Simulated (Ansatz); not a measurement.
# LiNbO₃: what the fields show

```
Li Nb O
1.0
    -2.56609    4.44459    0.00000
     5.13217    0.00000    0.00000
     0.00000    0.00000  -13.88719
Li Nb O
6 6 18
Direct
  0.00000 0.00000 0.71823
  0.33333 0.66667 0.38489
  0.66667 0.33333 0.05156
  0.33333 0.66667 0.88489
  0.66667 0.33333 0.55156
  0.00000 0.00000 0.21823
  0.33333 0.66667 0.66660
  0.66667 0.33333 0.33326
  0.00000 0.00000 0.99993
  0.66667 0.33333 0.83326
  0.00000 0.00000 0.49993
  0.33333 0.66667 0.16660
  0.34379 0.04243 0.93668
  0.67713 0.70909 0.60334
  0.01046 0.37576 0.27001
  0.69864 0.65621 0.93668
  0.03197 0.32287 0.60334
  0.36530 0.98954 0.27001
  0.95757 0.30136 0.93668
  0.29091 0.96803 0.60334
  0.62424 0.63470 0.27001
  0.62424 0.98954 0.77001
  0.95757 0.65621 0.43668
  0.29091 0.32287 0.10334
  0.01046 0.63470 0.77001
  0.34379 0.30136 0.43668
  0.67713 0.96803 0.10334
  0.36530 0.37576 0.77001
  0.69864 0.04243 0.43668
  0.03197 0.70909 0.10334
```

Space group R3c.

Method: DFT PBE+D3(BJ), scalar-relativistic, plane waves, PAW (Ansatz).

The density is the valence pseudo-density of a PAW calculation; it isn't the true density close to the nuclei.

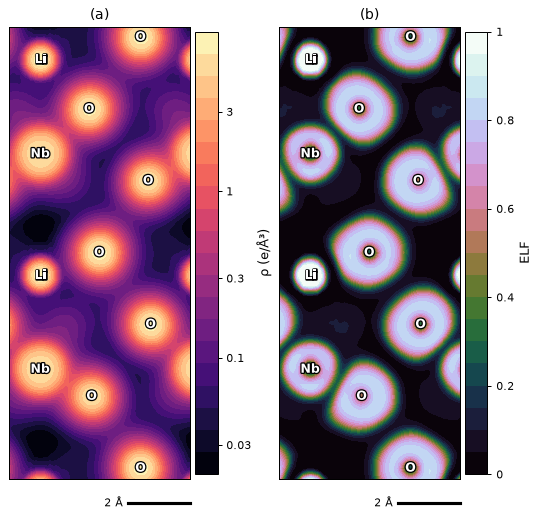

Figure 1. (a) valence pseudo-density; (b) ELF on the (100) plane of the conventional cell.

Question: Read the bonding off the picture.

Answer: The section cuts through Li, Nb and O sites. Nb–O (1.88 Å): ρ at the midpoint is about 1.2 e/Å³; the ELF peaks at about 0.80 in the valence shell of O, 0.5 Å from its nucleus, and drops to about 0.30 between the two atoms: no localised pair shows between them. Li–O (2.03 Å): the density is about 0.3 e/Å³ at the midpoint; the ELF peaks at about 0.85 in the valence shell of O, 0.6 Å from its nucleus, and falls to about 0 next to Li: a largely ionic contact. Nb–O (2.14 Å): ρ at the midpoint is about 0.61 e/Å³; the ELF peaks at about 0.85 in the valence shell of O, 0.6 Å from its nucleus, and drops to about 0.15 between the two atoms (no localised pair shows between them). Li–O (2.25 Å): ρ at the midpoint is about 0.19 e/Å³; the ELF peaks at about 0.85 in the valence shell of O, 0.6 Å from its nucleus, and falls to about 0 next to Li: a largely ionic contact. Between the atoms the lowest density in this plane is 0.02 e/Å³. The features right at Li and Nb lie inside the PAW spheres, where the map follows smoothed inner orbitals and isn't to be read closely.

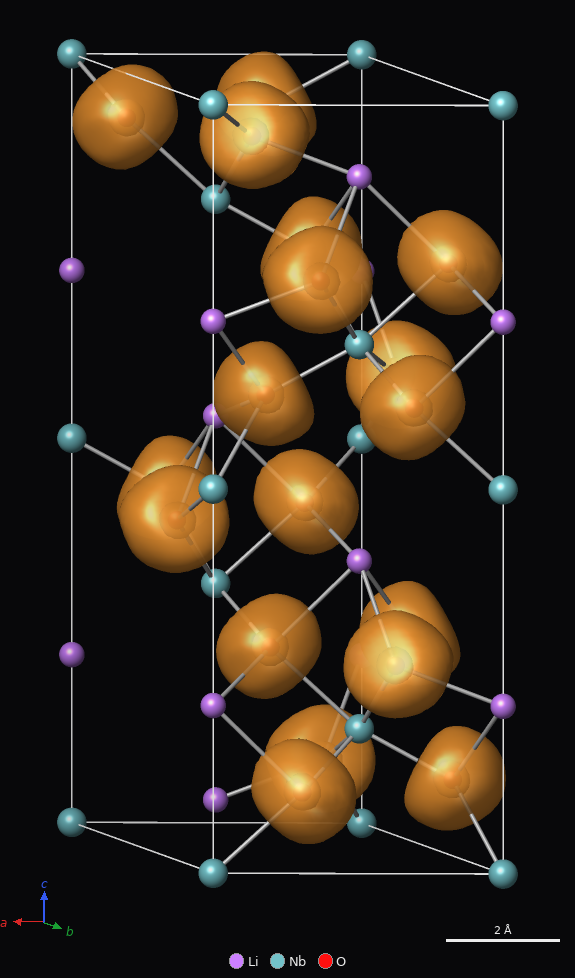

Figure 2. Isosurface of the ELF at 0.65 (orange), seen at an oblique angle. Only the valence region is drawn (cores and ρ < 0.01 e/Å³ removed). Sticks mark near contacts.

Question: What do the ELF domains correspond to?

Answer: The ELF exceeds this value in 18 regions wrapped around O (the valence shell of each), counted in one cell of 30 atoms. Regions shared between cells count once.

Question: Does the calculation make it a metal, or give it a gap?

Answer: It is gapped, with a Kohn–Sham gap of 3.6 eV on the k-point mesh, an upper bound to the gap of this method.
